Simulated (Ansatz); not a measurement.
Input structure:

```cif
data_structure
_symmetry_space_group_name_H-M 'P m'
_symmetry_Int_Tables_number 6
_cell_length_a 5.1424
_cell_length_b 3.1650
_cell_length_c 5.4785
_cell_angle_alpha 90.000
_cell_angle_beta 90.036
_cell_angle_gamma 90.000
_cell_volume 89.17
loop_
_atom_site_label
_atom_site_type_symbol
_atom_site_symmetry_multiplicity
_atom_site_Wyckoff_symbol
_atom_site_fract_x
_atom_site_fract_y
_atom_site_fract_z
_atom_site_occupancy
Al1 Al 1 b 0.99940 0.50000 0.33264 1
Ga1 Ga 1 b 0.50088 0.50000 0.66508 1
Ga2 Ga 1 a 0.50097 0.00000 0.16844 1
Ga3 Ga 1 a 0.00014 0.00000 0.83382 1
N1 N 1 b 0.88033 0.50000 0.65990 1
N2 N 1 a 0.88235 0.00000 0.17362 1
N3 N 1 a 0.37956 0.00000 0.83378 1
N4 N 1 b 0.36877 0.50000 0.33270 1
```

What would you see if this were drawn?

Answer. Chemical formula AlGa$_{3}$N$_{4}$. It belongs to space group Pm (No. 6) and has a primitive monoclinic lattice. In the cell are 1 Al, 3 Ga, 4 N, which makes 1 formula unit. The Al atoms are each bonded to four N in a tetrahedral arrangement at 1.89 to 1.90 Å. Ga is linked to four N in a tetrahedral arrangement at 1.94 to 1.96 Å. The numbers of neighbours within bonding distance are N 4. The bonds build a three-dimensional framework.

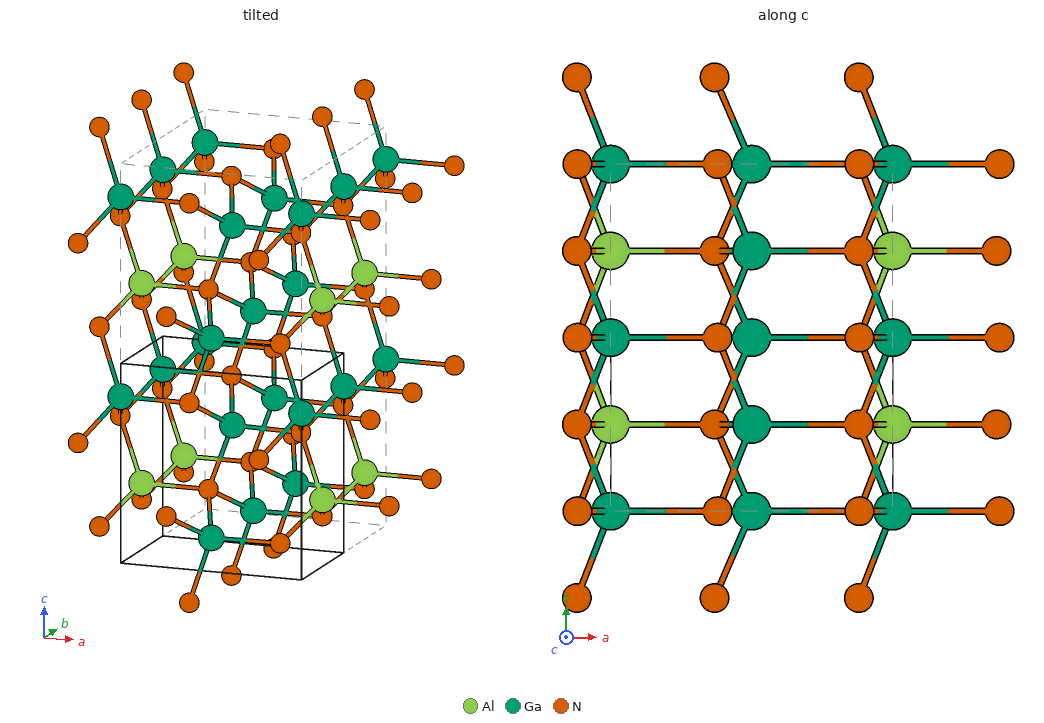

View slightly off an axis and along the c axis, drawn as a ball-and-stick model. Shown are 1×2×2 repeats of the conventional unit cell, one of them outlined in solid lines. A few atoms beyond the faces are included.

The initial geometry was a structure listed in the Materials Project, with elements exchanged, so it need not be a known form of the compound. The structure drawn was relaxed with Ansatz 0.2.0, DFT PBEsol, scalar-relativistic, plane waves, PAW.
